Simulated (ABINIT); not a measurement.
Run report: PbS, geometry relaxation (part 2 of 2)

PbS (Fm-3m, 2 atoms in the cell); Kohn-Sham DFT of a periodic cell, LDA, PseudoDojo NC SR LDA v0.4.1 standard, no spin polarisation (ABINIT 10.8.3); cutoff 761.92 eV, 6×6×6 k-mesh, fermi-dirac of 0.05 eV. The structure derives from an entry of the Crystallography Open Database.

Geometry of the input (Å; fractional positions):
```
0.0000  2.9657  2.9657
2.9657  0.0000  2.9657
2.9657  2.9657  0.0000
Pb 0.0000  0.0000  0.0000
S  0.5000  0.5000  0.5000
```

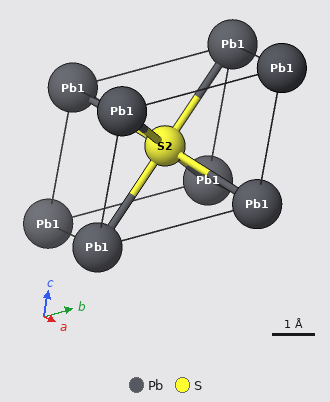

**Figure 1.** The geometry at step 2 of the log (ball-and-stick view of the cell of the calculation, seen slightly off an axis; atoms are numbered from 1 in the order of the input).

What the program printed, continued:
```
 Cartesian coordinates (xcart) [bohr]
  0.00000000000000E+00  0.00000000000000E+00  0.00000000000000E+00
  5.58940897329945E+00  5.58940897329945E+00  5.58940897329945E+00
 Reduced coordinates (xred)
  0.00000000000000E+00  0.00000000000000E+00  0.00000000000000E+00
  5.00000000000000E-01  5.00000000000000E-01  5.00000000000000E-01
 Cartesian forces (fcart) [Ha/bohr]; max,rms= 0.00000E+00 0.00000E+00 (free atoms)
 -0.00000000000000E+00 -0.00000000000000E+00 -0.00000000000000E+00
 -0.00000000000000E+00 -0.00000000000000E+00 -0.00000000000000E+00
 Gradient of E wrt nuclear positions in reduced coordinates (gred)
  0.00000000000000E+00  0.00000000000000E+00  0.00000000000000E+00
  0.00000000000000E+00  0.00000000000000E+00  0.00000000000000E+00
 Scale of Primitive Cell (acell) [bohr]
  7.90461797568996E+00  7.90461797568996E+00  7.90461797568996E+00
 Real space primitive translations (rprimd) [bohr]
  0.00000000000000E+00  5.58940897329945E+00  5.58940897329945E+00
  5.58940897329945E+00  0.00000000000000E+00  5.58940897329945E+00
  5.58940897329945E+00  5.58940897329945E+00  0.00000000000000E+00
 Unitary Cell Volume (ucvol) [Bohr^3]=  3.49242958946882E+02
 Angles (23,13,12)= [degrees]
  6.00000000000000E+01  6.00000000000000E+01  6.00000000000000E+01
 Lengths [Bohr]
  7.90461797568996E+00  7.90461797568996E+00  7.90461797568996E+00
 Stress tensor in cartesian coordinates (strten) [Ha/bohr^3]
  7.48849027583966E-05  0.00000000000000E+00  0.00000000000000E+00
  0.00000000000000E+00  7.48849027584000E-05  0.00000000000000E+00
  0.00000000000000E+00  0.00000000000000E+00  7.48849027584035E-05
 Total energy (etotal) [Ha]= -8.13584608723418E+01

 Difference of energy with previous step (new-old):
           Absolute (Ha)=-2.32567E-04
           Relative     =-2.85855E-06

--- Iteration: ( 3/50) Internal Cycle: (1/1)
--------------------------------------------------------------------------------

---SELF-CONSISTENT-FIELD CONVERGENCE--------------------------------------------

--- !BeginCycle
iteration_state: {dtset: 1, itime: 3, icycle: 1, }
solver: {iscf: 7, nstep: 80, nline: 4, wfoptalg: 0, }
tolerances: {tolvrs: 1.00E-12, }
...

     iter   Etot(hartree)      deltaE(h)  residm     vres2
 ETOT  1  -81.348555201129    -8.135E+01 1.569E-04 1.375E+02
 ETOT  2  -81.357911291713    -9.356E-03 2.214E-04 8.312E+00
 ETOT  3  -81.358791343476    -8.801E-04 3.645E-05 1.873E+00
 ETOT  4  -81.358958142617    -1.668E-04 2.790E-05 4.748E-02
 ETOT  5  -81.358963256923    -5.114E-06 1.142E-05 1.003E-03
 ETOT  6  -81.358963377589    -1.207E-07 1.168E-05 1.649E-05
 ETOT  7  -81.358963378929    -1.340E-09 4.133E-06 1.132E-07
 ETOT  8  -81.358963378942    -1.285E-11 4.530E-06 9.932E-10
 ETOT  9  -81.358963378940     2.260E-12 1.723E-06 7.350E-12
 ETOT 10  -81.358963378943    -3.311E-12 1.966E-06 3.375E-14

 At SCF step   10       vres2   =  3.37E-14 < tolvrs=  1.00E-12 =>converged.

 Cartesian components of stress tensor (hartree/bohr^3)
  sigma(1 1)= -3.13084409E-06  sigma(3 2)=  0.00000000E+00
  sigma(2 2)= -3.13084409E-06  sigma(3 1)=  0.00000000E+00
  sigma(3 3)= -3.13084409E-06  sigma(2 1)=  0.00000000E+00

--- !ResultsGS
iteration_state: {dtset: 1, itime: 3, icycle: 1, }
comment   : Summary of ground state results
lattice_vectors:
- [  0.0000000,   5.5159088,   5.5159088, ]
- [  5.5159088,   0.0000000,   5.5159088, ]
- [  5.5159088,   5.5159088,   0.0000000, ]
lattice_lengths: [   7.80067,    7.80067,    7.80067, ]
lattice_angles: [ 60.000,  60.000,  60.000, ] # degrees, (23, 13, 12)
lattice_volume:   3.3564580E+02
convergence: {deltae: -3.311E-12, res2:  3.375E-14, residm:  1.966E-06, diffor: null, }
etotal    :  -8.13589634E+01
entropy   :   0.00000000E+00
fermie    :   1.82217370E-01
cartesian_stress_tensor: # hartree/bohr^3
- [ -3.13084409E-06,   0.00000000E+00,   0.00000000E+00, ]
- [  0.00000000E+00,  -3.13084409E-06,   0.00000000E+00, ]
- [  0.00000000E+00,   0.00000000E+00,  -3.13084409E-06, ]
pressure_GPa:   9.2113E-02
xred      :
- [  0.0000E+00,   0.0000E+00,   0.0000E+00, Pb]
- [  5.0000E-01,   5.0000E-01,   5.0000E-01,  S]
cartesian_forces: # hartree/bohr
- [ -0.00000000E+00,  -0.00000000E+00,  -0.00000000E+00, ]
- [ -0.00000000E+00,  -0.00000000E+00,  -0.00000000E+00, ]
force_length_stats: {min:   0.00000000E+00, max:   0.00000000E+00, mean:   0.00000000E+00, }
...

 Integrated electronic density in atomic spheres:
 ------------------------------------------------
 Atom  Sphere_radius  Integrated_density
    1        2.00000         10.08676891
    2        2.00000          3.84744395

---OUTPUT-----------------------------------------------------------------------

 Cartesian coordinates (xcart) [bohr]
  0.00000000000000E+00  0.00000000000000E+00  0.00000000000000E+00
  5.51590877856464E+00  5.51590877856464E+00  5.51590877856464E+00
 Reduced coordinates (xred)
  0.00000000000000E+00  0.00000000000000E+00  0.00000000000000E+00
  5.00000000000000E-01  5.00000000000000E-01  5.00000000000000E-01
 Cartesian forces (fcart) [Ha/bohr]; max,rms= 0.00000E+00 0.00000E+00 (free atoms)
 -0.00000000000000E+00 -0.00000000000000E+00 -0.00000000000000E+00
 -0.00000000000000E+00 -0.00000000000000E+00 -0.00000000000000E+00
 Gradient of E wrt nuclear positions in reduced coordinates (gred)
  0.00000000000000E+00  0.00000000000000E+00  0.00000000000000E+00
  0.00000000000000E+00  0.00000000000000E+00  0.00000000000000E+00
 Scale of Primitive Cell (acell) [bohr]
  7.80067300345893E+00  7.80067300345893E+00  7.80067300345893E+00
 Real space primitive translations (rprimd) [bohr]
  0.00000000000000E+00  5.51590877856464E+00  5.51590877856464E+00
  5.51590877856464E+00  0.00000000000000E+00  5.51590877856464E+00
  5.51590877856464E+00  5.51590877856464E+00  0.00000000000000E+00
 Unitary Cell Volume (ucvol) [Bohr^3]=  3.35645803306933E+02
 Angles (23,13,12)= [degrees]
  6.00000000000000E+01  6.00000000000000E+01  6.00000000000000E+01
 Lengths [Bohr]
  7.80067300345893E+00  7.80067300345893E+00  7.80067300345893E+00
 Stress tensor in cartesian coordinates (strten) [Ha/bohr^3]
 -3.13084409450139E-06  0.00000000000000E+00  0.00000000000000E+00
  0.00000000000000E+00 -3.13084409450312E-06  0.00000000000000E+00
  0.00000000000000E+00  0.00000000000000E+00 -3.13084409450486E-06
 Total energy (etotal) [Ha]= -8.13589633789428E+01

 Difference of energy with previous step (new-old):
           Absolute (Ha)=-5.02507E-04
           Relative     =-6.17643E-06

--- Iteration: ( 4/50) Internal Cycle: (1/1)
--------------------------------------------------------------------------------

---SELF-CONSISTENT-FIELD CONVERGENCE--------------------------------------------

--- !BeginCycle
iteration_state: {dtset: 1, itime: 4, icycle: 1, }
solver: {iscf: 7, nstep: 80, nline: 4, wfoptalg: 0, }
tolerances: {tolvrs: 1.00E-12, }
...

     iter   Etot(hartree)      deltaE(h)  residm     vres2
 ETOT  1  -81.358948336471    -8.136E+01 7.868E-07 2.094E-01
 ETOT  2  -81.358962749757    -1.441E-05 5.713E-07 1.101E-02
 ETOT  3  -81.358963922579    -1.173E-06 1.470E-07 2.696E-03
 ETOT  4  -81.358964158723    -2.361E-07 2.343E-07 7.943E-05
 ETOT  5  -81.358964167798    -9.074E-09 6.286E-08 1.552E-06
 ETOT  6  -81.358964167969    -1.710E-10 1.110E-07 1.741E-08
 ETOT  7  -81.358964167972    -3.226E-12 2.926E-08 1.032E-10
 ETOT  8  -81.358964167969     2.856E-12 6.610E-08 1.224E-12
 ETOT  9  -81.358964167967     1.933E-12 1.390E-08 1.363E-14

 At SCF step    9       vres2   =  1.36E-14 < tolvrs=  1.00E-12 =>converged.

 Cartesian components of stress tensor (hartree/bohr^3)
  sigma(1 1)=  8.47519966E-08  sigma(3 2)=  0.00000000E+00
  sigma(2 2)=  8.47519966E-08  sigma(3 1)=  0.00000000E+00
  sigma(3 3)=  8.47519966E-08  sigma(2 1)=  0.00000000E+00

--- !ResultsGS
iteration_state: {dtset: 1, itime: 4, icycle: 1, }
comment   : Summary of ground state results
lattice_vectors:
- [  0.0000000,   5.5187480,   5.5187480, ]
- [  5.5187480,   0.0000000,   5.5187480, ]
- [  5.5187480,   5.5187480,   0.0000000, ]
lattice_lengths: [   7.80469,    7.80469,    7.80469, ]
lattice_angles: [ 60.000,  60.000,  60.000, ] # degrees, (23, 13, 12)
lattice_volume:   3.3616438E+02
convergence: {deltae:  1.933E-12, res2:  1.363E-14, residm:  1.390E-08, diffor: null, }
etotal    :  -8.13589642E+01
entropy   :   0.00000000E+00
fermie    :   1.81548385E-01
cartesian_stress_tensor: # hartree/bohr^3
- [  8.47519966E-08,   0.00000000E+00,   0.00000000E+00, ]
- [  0.00000000E+00,   8.47519966E-08,   0.00000000E+00, ]
- [  0.00000000E+00,   0.00000000E+00,   8.47519966E-08, ]
pressure_GPa:  -2.4935E-03
xred      :
- [  0.0000E+00,   0.0000E+00,   0.0000E+00, Pb]
- [  5.0000E-01,   5.0000E-01,   5.0000E-01,  S]
cartesian_forces: # hartree/bohr
- [ -0.00000000E+00,  -0.00000000E+00,  -0.00000000E+00, ]
- [ -0.00000000E+00,  -0.00000000E+00,  -0.00000000E+00, ]
force_length_stats: {min:   0.00000000E+00, max:   0.00000000E+00, mean:   0.00000000E+00, }
...

 Integrated electronic density in atomic spheres:
 ------------------------------------------------
 Atom  Sphere_radius  Integrated_density
    1        2.00000         10.02155245
    2        2.00000          3.85019768

---OUTPUT-----------------------------------------------------------------------

 Cartesian coordinates (xcart) [bohr]
  0.00000000000000E+00  0.00000000000000E+00  0.00000000000000E+00
  5.51874800681260E+00  5.51874800681260E+00  5.51874800681260E+00
 Reduced coordinates (xred)
  0.00000000000000E+00  0.00000000000000E+00  0.00000000000000E+00
  5.00000000000000E-01  5.00000000000000E-01  5.00000000000000E-01
 Cartesian forces (fcart) [Ha/bohr]; max,rms= 0.00000E+00 0.00000E+00 (free atoms)
 -0.00000000000000E+00 -0.00000000000000E+00 -0.00000000000000E+00
 -0.00000000000000E+00 -0.00000000000000E+00 -0.00000000000000E+00
 Gradient of E wrt nuclear positions in reduced coordinates (gred)
  0.00000000000000E+00  0.00000000000000E+00  0.00000000000000E+00
  0.00000000000000E+00  0.00000000000000E+00  0.00000000000000E+00
 Scale of Primitive Cell (acell) [bohr]
  7.80468827855387E+00  7.80468827855387E+00  7.80468827855387E+00
 Real space primitive translations (rprimd) [bohr]
  0.00000000000000E+00  5.51874800681260E+00  5.51874800681260E+00
  5.51874800681260E+00  0.00000000000000E+00  5.51874800681260E+00
  5.51874800681260E+00  5.51874800681260E+00  0.00000000000000E+00
 Unitary Cell Volume (ucvol) [Bohr^3]=  3.36164375511939E+02
 Angles (23,13,12)= [degrees]
  6.00000000000000E+01  6.00000000000000E+01  6.00000000000000E+01
 Lengths [Bohr]
  7.80468827855387E+00  7.80468827855387E+00  7.80468827855387E+00
 Stress tensor in cartesian coordinates (strten) [Ha/bohr^3]
  8.47519966394594E-08  0.00000000000000E+00  0.00000000000000E+00
  0.00000000000000E+00  8.47519966342553E-08  0.00000000000000E+00
  0.00000000000000E+00  0.00000000000000E+00  8.47519966394594E-08
 Total energy (etotal) [Ha]= -8.13589641679671E+01

 Difference of energy with previous step (new-old):
           Absolute (Ha)=-7.89024E-07
           Relative     =-9.69806E-09

 At Broyd/MD step   4, gradients are converged :
  max grad (force/stress) = 8.4752E-06 < tolmxf= 2.0000E-05 ha/bohr (free atoms)

================================================================================

 ----iterations are completed or convergence reached----

 Mean square residual over all n,k,spin=   11.073E-11; max=  13.897E-09
 reduced coordinates (array xred) for    2 atoms
       0.000000000000      0.000000000000      0.000000000000
       0.500000000000      0.500000000000      0.500000000000
 rms dE/dt=  0.0000E+00; max dE/dt=  0.0000E+00; dE/dt below (all hartree)
    1       0.000000000000      0.000000000000      0.000000000000
    2       0.000000000000      0.000000000000      0.000000000000

 cartesian coordinates (angstrom) at end:
    1      0.00000000000000     0.00000000000000     0.00000000000000
    2      2.92039567594035     2.92039567594035     2.92039567594035

 cartesian forces (hartree/bohr) at end:
    1     -0.00000000000000    -0.00000000000000    -0.00000000000000
    2     -0.00000000000000    -0.00000000000000    -0.00000000000000
 frms,max,avg= 0.0000000E+00 0.0000000E+00   0.000E+00  0.000E+00  0.000E+00 h/b

 cartesian forces (eV/Angstrom) at end:
    1     -0.00000000000000    -0.00000000000000    -0.00000000000000
    2     -0.00000000000000    -0.00000000000000    -0.00000000000000
 frms,max,avg= 0.0000000E+00 0.0000000E+00   0.000E+00  0.000E+00  0.000E+00 e/A
 length scales=  7.804688278554  7.804688278554  7.804688278554 bohr
              =  4.130063172411  4.130063172411  4.130063172411 angstroms
 Fermi (or HOMO) energy (hartree) =   0.18155   Average Vxc (hartree)=  -0.38620
 Eigenvalues (hartree) for nkpt=  16  k points:
 kpt#   1, nband= 14, wtk=  0.00463, kpt=  0.0000  0.0000  0.0000 (reduced coord)
  -0.43828   -0.43828   -0.43828   -0.43800   -0.43800   -0.33579   -0.04333    0.09185
   0.09185    0.09185    0.37044    0.37044    0.37044    0.41891
      occupation numbers for kpt#   1
   2.00000    2.00000    2.00000    2.00000    2.00000    2.00000    2.00000    2.00000
   2.00000    2.00000    0.00000    0.00000    0.00000    0.00000
 prteigrs : prtvol=0 or 1, do not print more k-points.

--- !EnergyTerms
iteration_state     : {dtset: 1, itime: 4, icycle: 1, }
comment             : Components of total free energy in Hartree
kinetic             :  3.83572900254142E+01
hartree             :  1.47709110296965E+01
xc                  : -2.29210053821985E+01
Ewald energy        : -5.64785311953776E+01
psp_core            :  3.14059662992182E+00
local_psp           : -4.54938573524027E+01
non_local_psp       : -1.27342820711005E+01
internal            : -8.13588783160467E+01
'-kT*entropy'       : -8.58519203904421E-05
total_energy        : -8.13589641679671E+01
total_energy_eV     : -2.21389019854748E+03
band_energy         : -4.73842235954340E+00
...

 Cartesian components of stress tensor (hartree/bohr^3)
  sigma(1 1)=  8.47519966E-08  sigma(3 2)=  0.00000000E+00
  sigma(2 2)=  8.47519966E-08  sigma(3 1)=  0.00000000E+00
  sigma(3 3)=  8.47519966E-08  sigma(2 1)=  0.00000000E+00

-Cartesian components of stress tensor (GPa)         [Pressure= -2.4935E-03 GPa]
- sigma(1 1)=  2.49348983E-03  sigma(3 2)=  0.00000000E+00
- sigma(2 2)=  2.49348983E-03  sigma(3 1)=  0.00000000E+00
- sigma(3 3)=  2.49348983E-03  sigma(2 1)=  0.00000000E+00

== END DATASET(S) ==============================================================
================================================================================

 -outvars: echo values of variables after computation  --------
            acell      7.8046882786E+00  7.8046882786E+00  7.8046882786E+00 Bohr
           etotal     -8.1358964168E+01
            fcart     -0.0000000000E+00 -0.0000000000E+00 -0.0000000000E+00
                      -0.0000000000E+00 -0.0000000000E+00 -0.0000000000E+00
            rprim      0.0000000000E+00  7.0710678119E-01  7.0710678119E-01
                       7.0710678119E-01  0.0000000000E+00  7.0710678119E-01
                       7.0710678119E-01  7.0710678119E-01  0.0000000000E+00
           strten      8.4751996639E-08  8.4751996634E-08  8.4751996639E-08
                       0.0000000000E+00  0.0000000000E+00  0.0000000000E+00
           xangst      0.0000000000E+00  0.0000000000E+00  0.0000000000E+00
                       2.9203956759E+00  2.9203956759E+00  2.9203956759E+00
             xred      0.0000000000E+00  0.0000000000E+00  0.0000000000E+00
                       5.0000000000E-01  5.0000000000E-01  5.0000000000E-01
 Calculation completed.
```

Trajectory as extended XYZ (Å, eV, eV/Å), 4 frames, from step=0 to step=3:
```
2
Lattice="0.0000 2.9657 2.9657 2.9657 0.0000 2.9657 2.9657 2.9657 0.0000" Properties=species:S:1:pos:R:3:forces:R:3 step=0 energy=-2213.87018
Pb    0.0000    0.0000    0.0000    0.0000   0.0000   0.0000
S     2.9657    2.9657    2.9657    0.0000   0.0000   0.0000
2
Lattice="0.0000 2.9578 2.9578 2.9578 0.0000 2.9578 2.9578 2.9578 0.0000" Properties=species:S:1:pos:R:3:forces:R:3 step=1 energy=-2213.87650
Pb    0.0000    0.0000    0.0000    0.0000   0.0000   0.0000
S     2.9578    2.9578    2.9578    0.0000   0.0000   0.0000
2
Lattice="0.0000 2.9189 2.9189 2.9189 0.0000 2.9189 2.9189 2.9189 0.0000" Properties=species:S:1:pos:R:3:forces:R:3 step=2 energy=-2213.89018
Pb    0.0000    0.0000    0.0000    0.0000   0.0000   0.0000
S     2.9189    2.9189    2.9189    0.0000   0.0000   0.0000
2
Lattice="0.0000 2.9204 2.9204 2.9204 0.0000 2.9204 2.9204 2.9204 0.0000" Properties=species:S:1:pos:R:3:forces:R:3 step=3 energy=-2213.89020
Pb    0.0000    0.0000    0.0000    0.0000   0.0000   0.0000
S     2.9204    2.9204    2.9204    0.0000   0.0000   0.0000
```

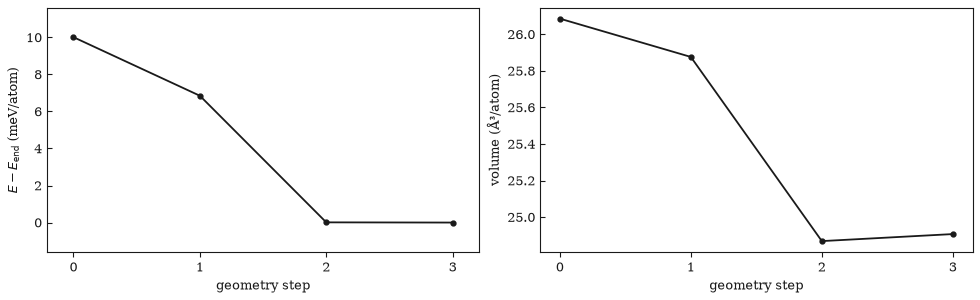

**Figure 2.** Progress of the relaxation, step by step (steps are counted from 0).

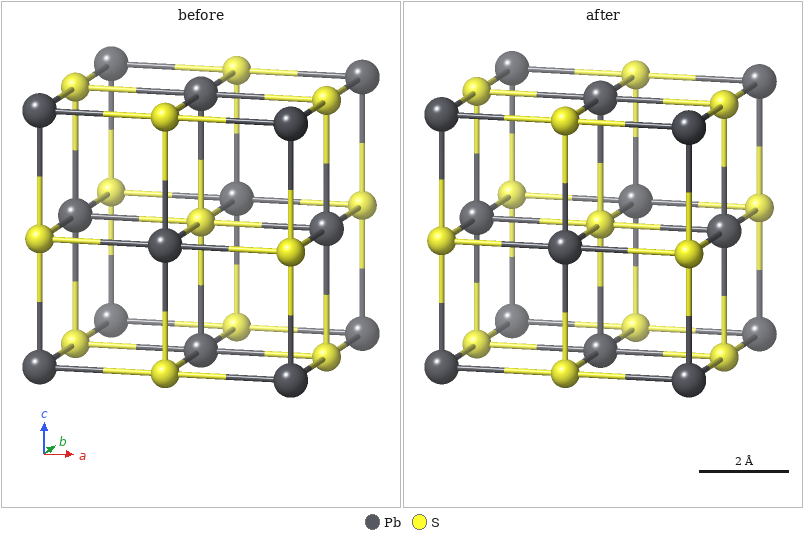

**Figure 3.** Before (left) and after (right) the relaxation, at one scale (ball-and-stick view of the cell 4 times as large as that of the calculation, set on its symmetry axes, seen slightly off an axis). The atoms keep their places relative to the cell (all moves are under 0.005 Å). The drawn cell changes as follows: a = b = c 5.931 → 5.841 Å (−1.5 %); the volume changes by −4.5 %. Distances before and after: Pb1–S2 2.966 → 2.920 Å. The space group stays Fm-3m (No. 225). After 3 geometry steps the energy has fallen by 10.0 meV per atom. All forces vanish by symmetry, so only the cell relaxes. (Atoms are counted from 1 in the order of the input.)

Summary:

- outcome: converged
- space group (tolerance 0.01 Å): Fm-3m (225)
- electrons treated: 20
- free energy: −2213.8902 eV
- Fermi energy: 4.940 eV
- gap on the k-point mesh: 0.07 eV
- pressure: 0.00 GPa
- final volume: 49.81 Å³
- largest force (length of the vector) at the end: under 0.001 eV/Å
- final cell: a = 4.130 Å, b = 4.130 Å, c = 4.130 Å, α = 60.00°, β = 60.00°, γ = 60.00°
- wall time: 96 s
- peak memory: 0.09 GiB

Notes:

Spin–orbit coupling is left out, which matters for Pb.
